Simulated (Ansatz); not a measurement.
System: NaH, space group Fm-3m (No. 225).

The given structure:
```
CELL_PARAMETERS angstrom
0.00000 2.41637 2.41637
2.41637 0.00000 2.41637
2.41637 2.41637 0.00000
ATOMIC_POSITIONS crystal
Na 0.00000 0.00000 0.00000
H 0.50000 0.50000 0.50000
```

Input of one of the runs behind the figure:
```
crystal:
  lattice:
    - [0.0, 2.4163655656, 2.4163655656]
    - [2.4163655656, 0.0, 2.4163655656]
    - [2.4163655656, 2.4163655656, 0.0]
  atoms:
    - { symbol: Na, position: [0.0, 0.0, 0.0] }
    - { symbol: H, position: [0.5, 0.5, 0.5] }
basis:
  ecutwfc: 420
  ecutrho_ratio: 4
kpoints:
  mp_grid: { grid: [12, 12, 12] }
  band_path:
    path:
      - [[0.0, 0.0, 0.0], [0.5, 0.0, 0.5], [0.625, 0.25, 0.625]]
      - [[0.375, 0.375, 0.75], [0.0, 0.0, 0.0], [0.5, 0.5, 0.5], [0.5, 0.25, 0.75], [0.5, 0.0, 0.5]]
    npoints: 14
hamiltonian:
  xc: pbe
scf:
  occupations: { method: gaussian, width: 0.05 }
  n_extra_bands: 11
output:
  forces: true
  stress: true
  eigenvalues: true
  populations: true
  dos: { projected: true, de: 0.02, nscf_kmesh: { grid: [18, 18, 18] } }
  bader: true
  write_density: true
  write_potential: true
  elf: true
  volumetric_format: npy
```

Command:
```bash
ansatz run input.yaml --threads 2 --pin off --max-ram 2662MiB --backend cpu --events-out ev --progress --plain --runs-dir out
```

Calculation (Ansatz 0.2.0): plane-wave density functional theory, PAW datasets, Gaussian smearing 0.05 eV: equation of state, the given cell scaled in volume with shape and atoms relaxed at each volume; third-order Birch-Murnaghan fit. Level: PBE, no spin polarisation.

- PAW set: soft_2
- wave cutoff: 420 eV
- k mesh: 12×12×12

V(given) is 14.11 Å³/atom.

What does the calculation give for the energy above the given cell against V/V(given)? The V/V(given) takes the values 0.96, 0.98, 1.00, 1.02, 1.04.

A third-order Birch–Murnaghan fit gives V0 = 14.10 Å³/atom, B0 = 23.2 GPa and B′ = 3.6. The energy above the given cell is 1.70 meV/atom at V/V(given) 0.96 and 1.58 meV/atom at 1.04; the lowest computed point is at V/V(given) 1.00 (0.00 meV/atom).

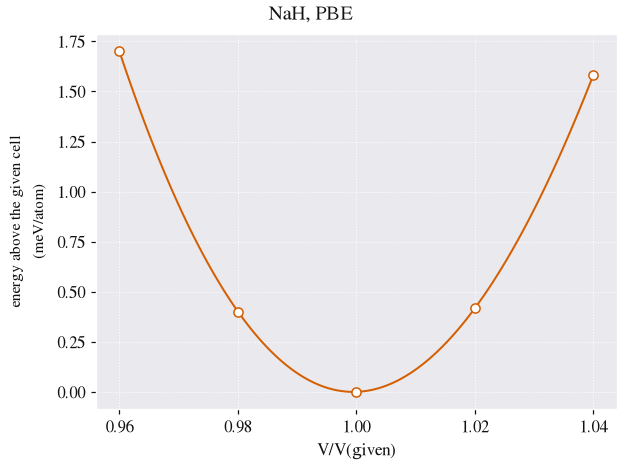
